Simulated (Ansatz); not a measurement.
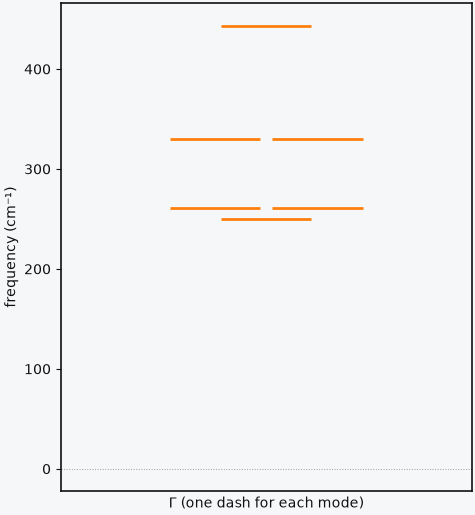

Calculation (Ansatz 0.2.0): harmonic phonon frequencies at the zone centre with atoms at rest in the given cell, without the long-range term of polar modes, the three translations left out, imaginary frequencies are negative; plane waves with PAW datasets, Γ-centred k mesh. Level: PBEsol, no spin polarisation.

wave cutoff 420 eV; k mesh 18×18×18; occupations Fermi–Dirac; smearing width 0.15 eV; pressure 0 GPa; phonon method linear response.

Starting cell:
```
CELL_PARAMETERS angstrom
-1.56239 1.56239 4.20627
1.56239 -1.56239 4.20627
1.56239 1.56239 -4.20627
ATOMIC_POSITIONS crystal
Al 0.65893 0.65893 0.00000
Al 0.34107 0.34107 0.00000
Ru 0.00000 0.00000 0.00000
```

**Figure.** Zone-centre optical phonon frequencies (the three acoustic modes are left out) for Al₂Ru, space group I4/mmm (No. 139).

No frequency is imaginary, so the structure is stable to these displacements (zone-boundary modes weren't tested here). The highest mode lies at 443.4 cm⁻¹. The optical modes lie at 250.2, 261.4 (×2), 330.3 (×2), 443.4 cm⁻¹.

Caveats: metal sensitive to the k mesh.

Input file:
```
crystal:
  lattice:
    - [-1.5623910878, 1.5623910878, 4.2062690254]
    - [1.5623910878, -1.5623910878, 4.2062690254]
    - [1.5623910878, 1.5623910878, -4.2062690254]
  atoms:
    - { symbol: Al, position: [0.6589339485, 0.6589339485, 0.0] }
    - { symbol: Al, position: [0.3410660515, 0.3410660515, 0.0] }
    - { symbol: Ru, position: [0.0, 0.0, 0.0] }
basis:
  ecutwfc: 420
kpoints:
  mp_grid: { grid: [18, 18, 18] }
hamiltonian:
  xc: pbesol
scf:
  occupations: { method: fermi_dirac, width: 0.15 }
output:
  eigenvalues: true
phonons:
  method: dfpt
  eigenvectors: true
```

Run as:
```bash
ansatz run input.yaml --threads 1 --pin off --max-ram 3072MiB --backend cpu --events-out ev --progress --plain --runs-dir out
```
